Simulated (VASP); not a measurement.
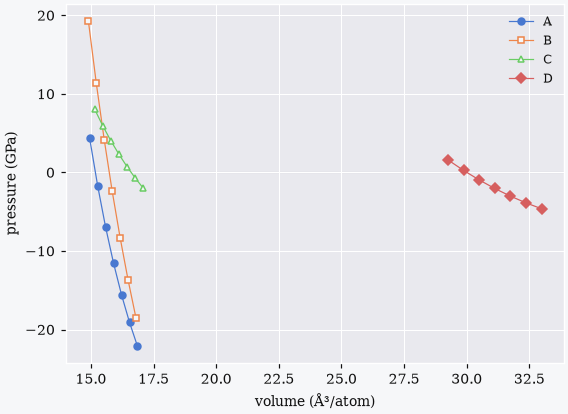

The figure shows the pressure against volume, with one curve for each element, for Al, Bi, Pt and W (all in space group Im-3m (No. 229)). The labels are replaced by letters.

Computed with VASP 6.6.1: plane-wave DFT, no spin polarisation; energies at scaled volumes of the given cell, shape and fractions fixed, counted from the fit's minimum, third-order Birch-Murnaghan fit. Level: PBEsol.

occupations Fermi–Dirac; smearing width 0.05 eV; potentials VASP PAW PBE potentials, recommended; wave cutoff 520 eV.

### Which letter stands for which compound?

A: Pt; B: W; C: Al; D: Bi.

Note: spin-orbit coupling left out, heavy elements (Pt, Bi).
